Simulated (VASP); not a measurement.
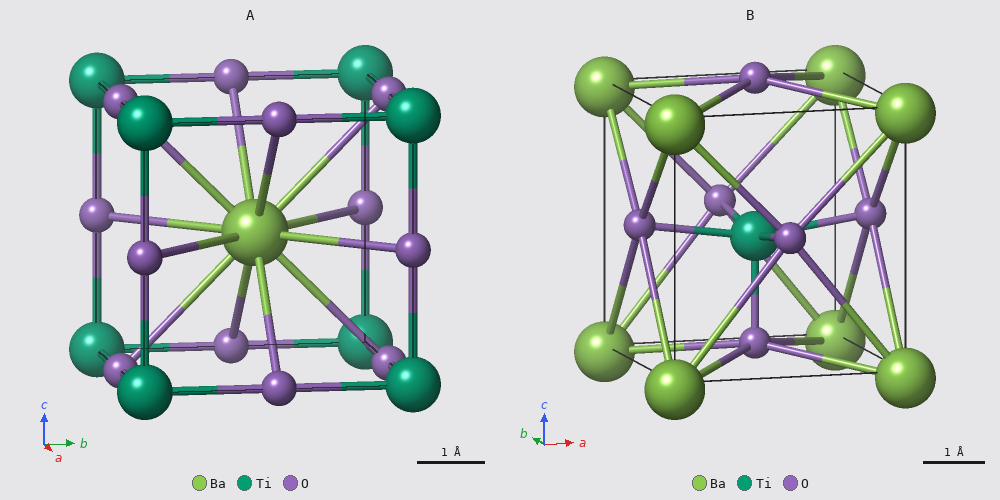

Two structures of BaTiO₃, each relaxed (cell and atoms) at zero pressure; conventional cells in solid outline, small ones repeated, each panel with its own scale. Alike in all runs: VASP 6.6.1; functional RPBE; VASP's PAW PBE potentials, release 64 (Ba_sv, Ti_sv, O); cutoff 600 eV; occupations gaussian, width 0.03 eV; no spin polarisation; no spin-orbit coupling. The k meshes have like spacings.

Question: Name the structure in each panel.

Answer: A: cubic perovskite, Pm-3m; B: 5 atoms a cell on a primitive tetragonal lattice, P4mm.

Question: Which of these is lowest in energy, and how far above it do the others lie?

Answer: B, then A (+24 meV/atom), static energies at zero smearing.

Question: Could pressure favour another of these structures?

Answer: A is denser (13.5 against 14.3 Å³/atom), so pressure favours it. Setting PΔV equal to ΔE at fixed volumes gives a first estimate of 4.8 GPa for the crossing; compression of both forms, other phases and heat would move it.

Question: Collect the results in a table.

Answer:
| panel | space group | E − E(lowest) (meV/atom) | volume (Å³/atom) | gap (eV) |
| --- | --- | --- | --- | --- |
| B | P4mm | 0 | 14.3 | 1.79 |
| A | Pm-3m | 24 | 13.5 | 1.68 |

The starts are database entries or structure types tried for this composition, and the most stable form need not be among them. Approximate functionals can misorder forms that lie within a few tens of meV/atom, as they do the rutile and anatase forms of TiO₂. Gaps are the least found on the k-mesh, which can miss the band edges.

Caveat: semilocal functionals give gaps below the measured ones.
